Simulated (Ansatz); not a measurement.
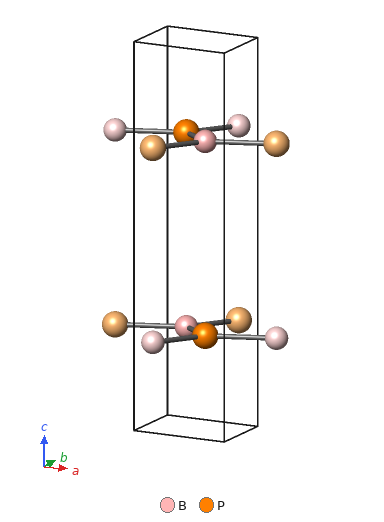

The figure gives a ball-and-stick picture of the atoms, viewed slightly off an axis. The outline marks the conventional unit cell. The first bonded neighbours in the surrounding cells are also shown, in fainter colours. Cell: a = 3.21 Å, b = 3.21 Å, c = 9.85 Å, α = 90.00°, β = 90.00°, γ = 120.00°.

The structure comes from a structure type filled with these elements by a generator (whether the compound takes this form wasn't checked). Earlier steps of the study may have refined or changed the cell and positions. An electronic-structure calculation with Ansatz was run on it.

### In words:

It has the composition BP. Space group: P6_3/mmc (No. 194). Lattice: primitive hexagonal. Content of the cell: 2 B, 2 P (Z = 2). About every B there are three P in a trigonal planar arrangement at about 1.9 Å. P is coordinated by three B in a trigonal planar arrangement at about 1.9 Å. The bonds build BP layers parallel to (001).

Computational set-up: DFT PBE, scalar-relativistic, plane waves, PAW in Ansatz, a basis cut at 420 eV, a 12×12×4 k-point grid, Gaussian smearing of 0.02 eV, no spin polarisation.

### Predict the gap.

A semiconductor at this level, with a gap of 0.89 eV, direct.

### How charged are the atoms, by the Bader scheme?

B +0.73 e; P -0.73 e.

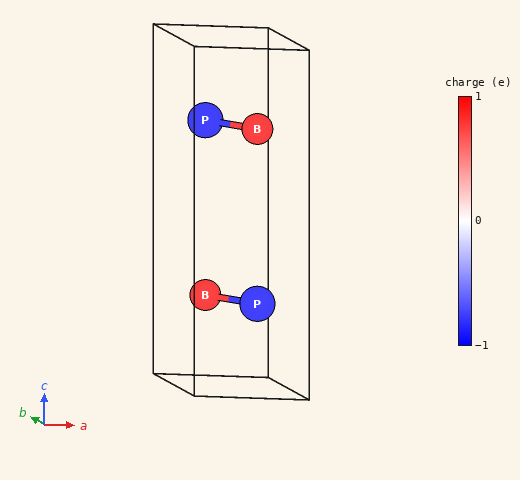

The atoms coloured by those charges. The run's cell of 4 atoms is drawn.

### Do the forces and the stress vanish for this geometry?

Yes. All forces vanish to within 0.01 eV/Å. The pressure is 0.0 GPa, close to zero.
